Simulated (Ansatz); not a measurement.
## Electronic structure of Ni in real space

```yaml
crystal:
  lattice:
    - [2.44802, 0.00000, 0.00000]
    - [-1.22401, 2.12005, 0.00000]
    - [0.00000, 0.00000, 4.07281]
  atoms:
    - { symbol: Ni, position: [0.66667, 0.33333, 0.75000] }
    - { symbol: Ni, position: [0.33333, 0.66667, 0.25000] }
```

Space group P6₃/mmc; a structure from a database of computed crystals, not necessarily the ambient phase; spin-polarised.

Theory: Ansatz 0.2.0, Kohn-Sham DFT of a periodic cell, PBE0, Ansatz PAW.

Core electrons are frozen (PAW), and the valence fields are smoothed inside the atomic spheres.

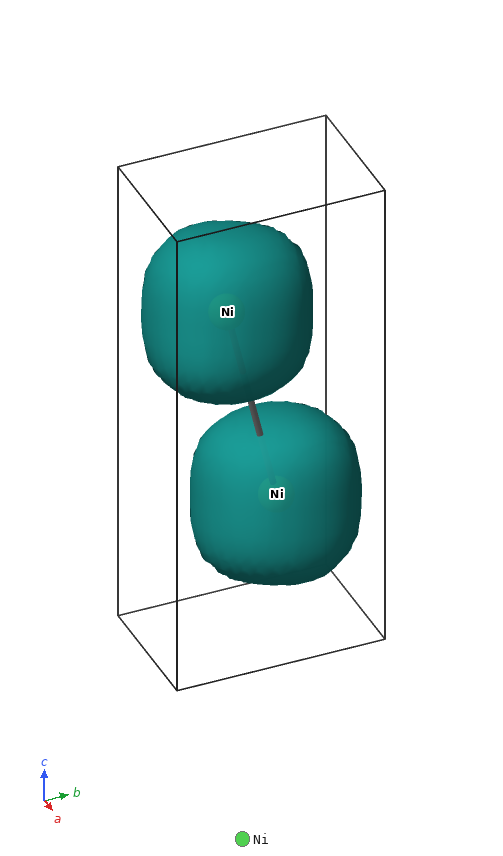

Figure 1. Isosurface of the spin density (up minus down) at +0.04 e/Å³ (teal), seen slightly off an axis. Sticks mark near contacts.

Where is the spin, and how is it ordered?

The spin density sits on Ni: +0.8 μB (×2) in one cell of 2 atoms: parallel main moments (a ferromagnetic arrangement) in this solution. The cell of the calculation (2 atoms) carries 1.4 μB of net spin moment.

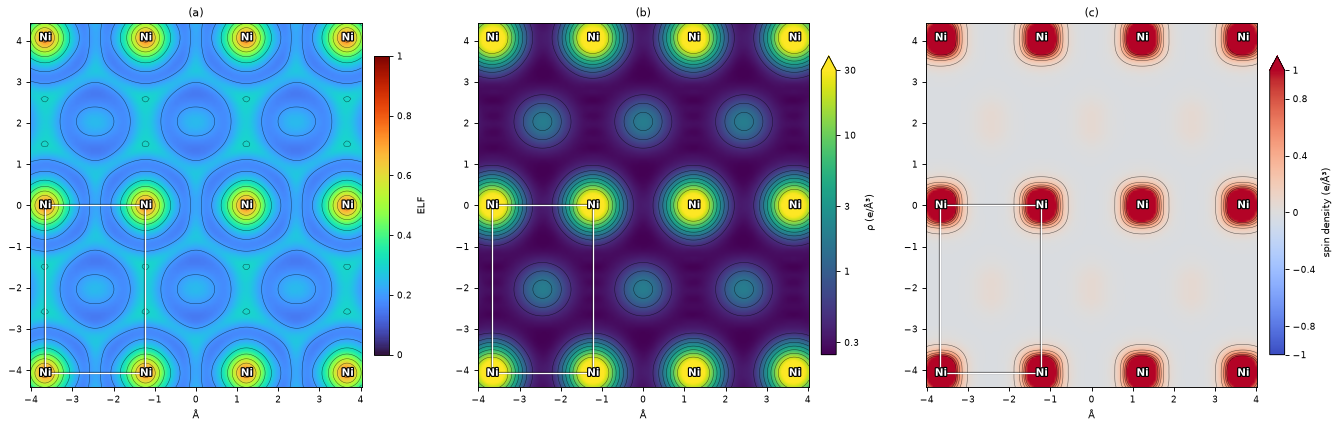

Figure 2. (a) ELF; (b) valence pseudo-density; (c) magnetisation density (up minus down) on the (100) plane of the conventional cell.

Describe what can be read from this map.

- The section cuts through Ni sites.
- Atoms just off the plane (Ni, 0.7 Å away) can leave unmarked features too.
- Ni–Ni (2.45 Å): the density is about 0.35 e/Å³ at the midpoint; the ELF is about 0.20 at the midpoint; no shared electron pair shows on this line.
- Between the atoms the lowest density in this plane is 0.24 e/Å³.
- The features right at Ni lie inside the PAW spheres, where the map follows smoothed inner orbitals and isn't to be read closely.

Metal or insulator at this level of theory?

It is metallic or semimetallic at this level of theory: no gap opens.
